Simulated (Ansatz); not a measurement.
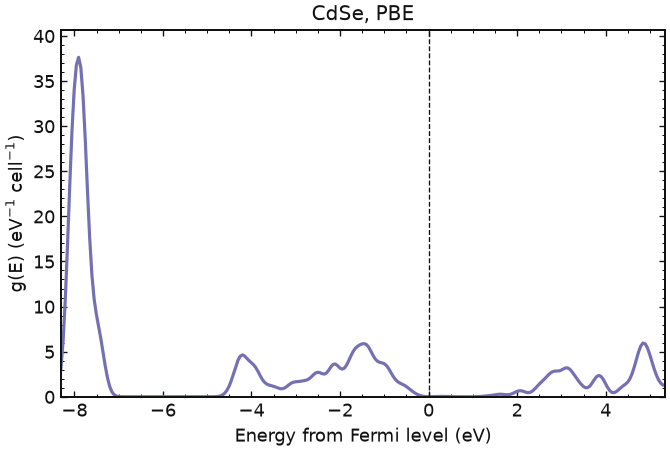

Density of states. Energies are counted from the Fermi level, put mid-gap where there is a gap. The curve is built from the levels of the k mesh with Gaussians 0.3 eV wide, which also blur the band edges.

The material is CdSe, space group P6_3mc, 4 atoms in the cell, wurtzite type; a = 4.34 Å, b = 4.34 Å, c = 7.08 Å, α = 90.00°, β = 90.00°, γ = 120.00°.

Computed with Ansatz: DFT, PBE, plane waves, PAW, no spin polarisation, 6×6×4 k mesh.

Q: Metal or insulator, going by the density of states?

A: There is a gap; over the k points computed it is 0.61 eV (direct among those points).

Q: Where is the tallest peak of the filled states in the window?

A: Within the window shown, the tallest peak of the filled states lies 7.6 eV under the valence-band top, at about 38 states per eV and cell.

Q: How wide is the upper valence band?

A: The upper group of valence states starts about 4.2 eV under the valence-band top (which lies at −0.3 eV on this axis), with a gap beneath it; it holds about 12 electrons a cell.
